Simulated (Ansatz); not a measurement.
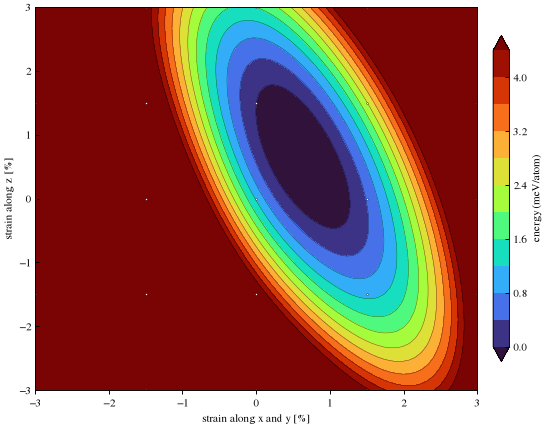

ZnS (F-43m, No. 216; 2 atoms in the cell). The cell is strained homogeneously, by one strain along x and y and another along z, with fractional coordinates fixed (x, y and z along the cube axes). The first coordinate is: strain along x and y; the second: strain along z. Grid: 5 × 5 points. Points are written as (first, second). Energies: meV/atom, counted from the lowest grid point. The reference cell is the one listed in the database, not relaxed at this level. The calculation used Ansatz, DFT PBE, scalar-relativistic, plane waves, PAW. Settings: cutoff 420 eV, k-mesh 10×10×10, gaussian smearing 0.05 eV, no spin polarisation.

The picture shows filled contours, dots at the grid points, one colour for all values above the top of the scale. Between grid points the surface is interpolated.

> Estimate the clamped-ion elastic constants that this map fixes.

With the cell volume of 39.6 Å³, the curvatures of the interpolated surface at its minimum give C₁₁ + C₂₂ + 2C₁₂ ≈ 310 GPa, C₃₃ ≈ 97.3 GPa and C₁₃ + C₂₃ ≈ 113 GPa (clamped ions, Cartesian axes of the cell). A stretch of 1 % along z with free sides (kept equal in x and y) would change the in-plane lengths by about −0.37 %.
